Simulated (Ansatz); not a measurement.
## Electronic structure of B9N in real space

```
B N
1.0
    13.78729    0.00000    0.00000
     0.00000   13.78729    0.00000
     0.00000    0.00000    8.75086
B N
18 2
Direct
  0.55850 0.00000 0.00000
  0.05850 0.50000 0.50000
  0.44150 0.00000 0.00000
  0.94150 0.50000 0.50000
  0.00000 0.44150 0.00000
  0.50000 0.94150 0.50000
  0.00000 0.55850 0.00000
  0.50000 0.05850 0.50000
  0.00000 0.50000 0.15834
  0.50000 0.00000 0.65834
  0.50000 0.00000 0.34166
  0.00000 0.50000 0.84166
  0.00000 0.50000 0.34166
  0.50000 0.00000 0.84166
  0.50000 0.00000 0.15834
  0.00000 0.50000 0.65834
  0.00000 0.00000 0.00000
  0.50000 0.50000 0.50000
  0.00000 0.00000 0.50000
  0.50000 0.50000 0.00000
```

Space group I4/mmm; a structure from a database of computed crystals, not necessarily the ambient phase; spin-polarised.

The calculation used DFT PBE+D3(BJ), scalar-relativistic, plane waves, PAW in Ansatz.

Core electrons are frozen (PAW), and the valence fields are smoothed inside the atomic spheres.

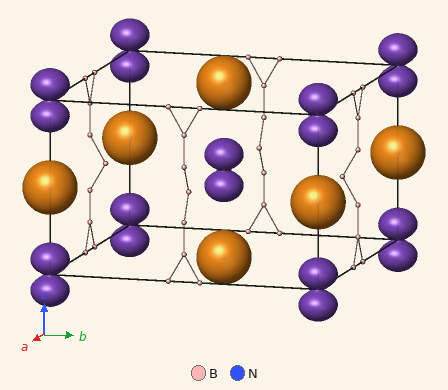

Figure 1. Isosurfaces of the spin density (up minus down) at +0.03 (orange) and −0.03 e/Å³ (purple), seen slightly off an axis. Sticks mark near contacts.

**Describe the spin distribution.**

The spin density sits on B: −0.7 μB (×2); N: +2.9 μB (×2) in one cell of 20 atoms: ferrimagnetic (opposed moments on unlike sites) in this solution. The cell of the calculation (10 atoms) carries 2.0 μB of net spin moment.

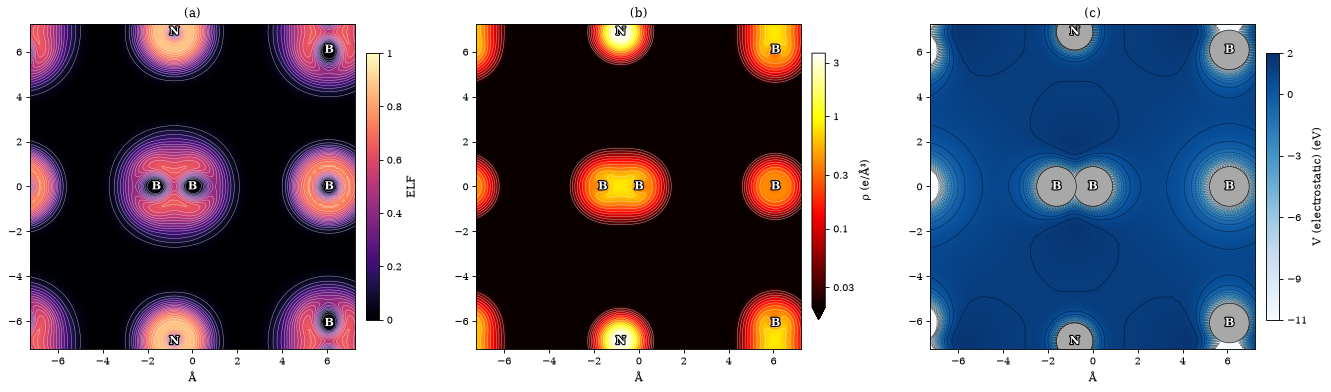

Figure 2. (a) ELF; (b) valence electron density; (c) electrostatic potential (local pseudopotential plus Hartree) felt by an electron on the (001) plane of the conventional cell. Grey discs cover the atomic cores in the potential map.

**Describe what can be read from this map.**

The plane passes through B and N nuclei. B–B (1.61 Å): ρ is about 0.83 e/Å³ halfway; the ELF reaches about 0.50 near the midpoint. The density dies away to nearly zero in the voids. Outside the cores the potential energy rises away from the atoms and is highest about 2.2 Å from the nearest atoms; its zero is arbitrary.

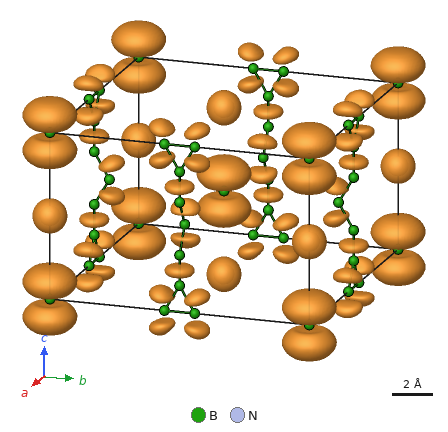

Figure 3. Isosurface of the ELF at 0.85 (orange), seen slightly off an axis. Only the valence region is drawn (cores and ρ < 0.01 e/Å³ removed). Sticks mark near contacts.

**Identify the bonds, lone pairs and shells in this picture.**

The ELF exceeds this value in 20 regions between bonded B–B atoms (shared pairs), four lobes on B, pointing away from the bonds (non-bonding electrons) and two regions wrapped around N (the valence shell of each), counted in one cell of 20 atoms. Any copies at cell faces, edges or corners count once. Along the contacts the grid gives the following. B–B (1.60 Å): the ELF peaks at about 0.90 between the atoms (localised, covalent bonding). B–N (4.38 Å): the ELF peaks at about 1 in the valence shell of B, 1.1 Å from its nucleus, and drops to about 0 between the two atoms.
